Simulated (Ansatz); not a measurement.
A structure file:

```xyz
2
Lattice="2.8027 0.0000 0.0000 0.0000 2.8027 0.0000 0.0000 0.0000 2.9485" Properties=species:S:1:pos:R:3 pbc="T T T"
Al    0.0000    0.0000    0.0000
Ni    1.4014    1.4014    1.4742
```

> What would you see if this were drawn?

The formula is AlNi. It belongs to space group P4/mmm (No. 123) and has a primitive tetragonal lattice. Cell content 1 Al, 1 Ni; Z = 1.

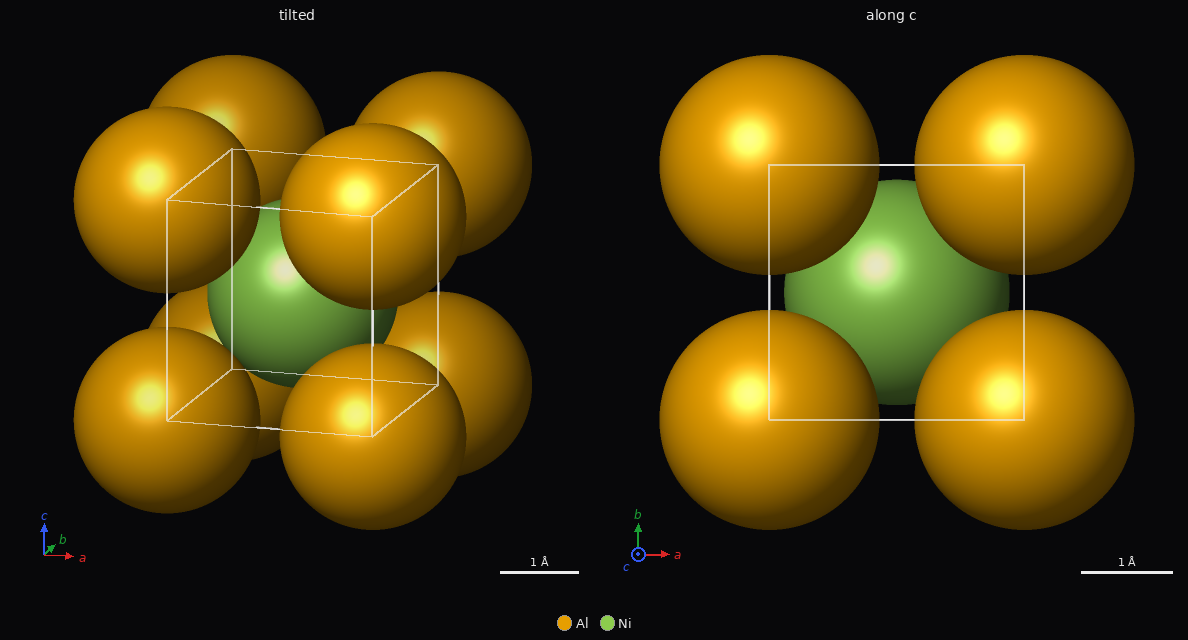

Shown here is a space-filling view of the crystal, taken slightly off an axis and along the c axis. The conventional unit cell is drawn as a box. Colours: aluminium orange, nickel green.

Source of the structure: a structure listed in the Materials Project. It was relaxed with DFT r2SCAN, scalar-relativistic, plane waves, PAW in Ansatz 0.2.0 under a constraint or pressure on the cell, so some stress remains.
